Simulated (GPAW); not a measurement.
## AlN (F-43m): refractive index against wavelength

The refractive index of AlN (F-43m) below the direct gap (4.17 eV on the mesh) is read from one computed spectrum, n = √(Re ε).

The structure is cubic, space group F-43m (No. 216). Conventional cell: a = 4.368 Å, b = 4.368 Å, c = 4.368 Å, α = 90.00°, β = 90.00°, γ = 90.00°. Al on site a is surrounded by 4 N at 1.89 Å. N on site d has 4 Al at 1.89 Å as nearest neighbours.

Method: GPAW 26.7.0, LDA, RPA, k-mesh 14×14×14, local fields up to 50 eV, Lorentzian half width 0.15 eV.

Launch of the response step: `OMP_NUM_THREADS=1 python df.py`. The run took 23 s, its band step included, on 1 thread of Arm Neoverse V1, with other jobs on the host.

```tsv
wavelength (nm)	photon energy E (eV)	n
1310	0.946	2.1290
1064	1.165	2.1351
850	1.459	2.1456
700	1.771	2.1598
633	1.959	2.1701
532	2.331	?
450	2.755	2.2313
```

In the single-oscillator model n² − 1 = E₀E_d/(E₀² − E²), so 1/(n² − 1) = E₀/E_d − E²/(E₀E_d) is linear in E².

Working, on the rows shown:

| x = E² (eV²) | y = 1/(n² − 1) |
| --- | --- |
| 0.895757 | 0.283074 |
| 1.35784 | 0.281005 |
| 2.12762 | 0.2775 |
| 3.13716 | 0.272871 |
| 3.83641 | 0.26959 |
| 7.59115 | 0.251338 |

Means: x̄ = 3.1577, ȳ = 0.27256. Σ(x − x̄)(y − ȳ) = -0.1402, Σ(x − x̄)² = 29.53. Slope = -0.1402 / 29.53 = -0.004746; intercept = ȳ − slope · x̄ = 0.28755. Turned back into n, the line misses the rows shown by at most 0.00079.

**Question.** Fill in the last column of the withheld row.

**Answer.** At x = 5.4314 the line gives y = 0.26177, that is 2.1955. The run gave 2.1947, so the interpolation is off by 0.00078, 0.8 % of the range in the table.

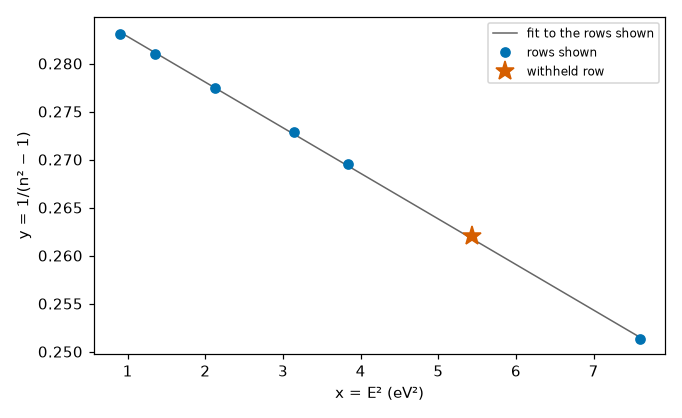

Refitted with all rows, the slope is -0.004733 and the intercept 0.28754. These give E₀ = √(intercept/−slope) = 7.79 eV and E_d = E₀/intercept = 27.1 eV; E₀ is 1.9 times the direct gap. The electronic limit at long wavelengths, without lattice vibrations, is n = √(1 + 1/intercept) = 2.116. Excitons are left out; LDA gaps are as a rule too small. The values come from a sum over the points of one k-mesh and carry its error, which grows as the direct gap shrinks. The local-field cutoff holds few shells of reciprocal vectors for this small cell, so ε∞ can read a few per cent high.

[Logs are printed without paths, hosts, clocks, repeated set-up lines and the standing remarks that a program may print on its own settings, such as how far it seeks lower states.]
